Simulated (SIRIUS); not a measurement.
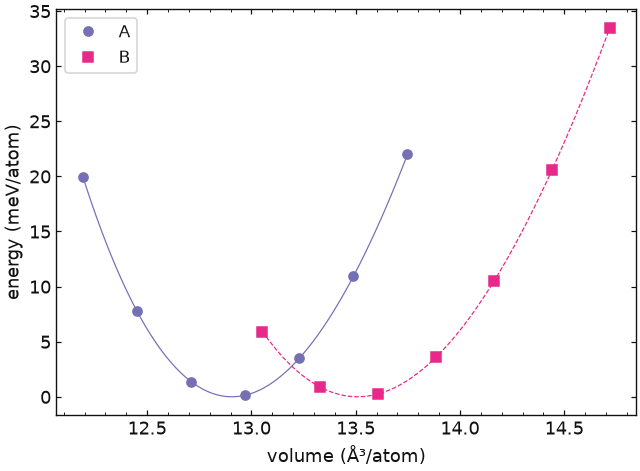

The figure compares two calculations of the energy against volume, each curve from its own zero. The first is for CaO, space group Fm-3m (No. 225).

The cell holds 2 atoms.

Computed with SIRIUS 7.10.0: plane-wave DFT, no spin polarisation; energies at scaled volumes of the given cell, shape and fractions fixed, counted from the fit's minimum, third-order Birch-Murnaghan fit. Level: PBEsol.

- k mesh: 10×10×10
- occupations: Fermi–Dirac
- smearing width: 0.05 eV
- potentials: dojo sr pbesol 0.4.1 standard
- wave cutoff: 1152 eV
- density cutoff: 4606 eV

In the second, Ca is replaced by Cd on all its sites, which gives CdO in the same structure. The second calculation uses wave cutoff 1387.917 eV.

Which of A and B is the second calculation, and what did the change do?

A. The equilibrium volume falls from 13.51 to 12.91 Å³/atom (−4.4 %) and the bulk modulus rises from 116 to 145 GPa (+25 %).

V0 and the bulk modulus come from third-order Birch–Murnaghan fits.
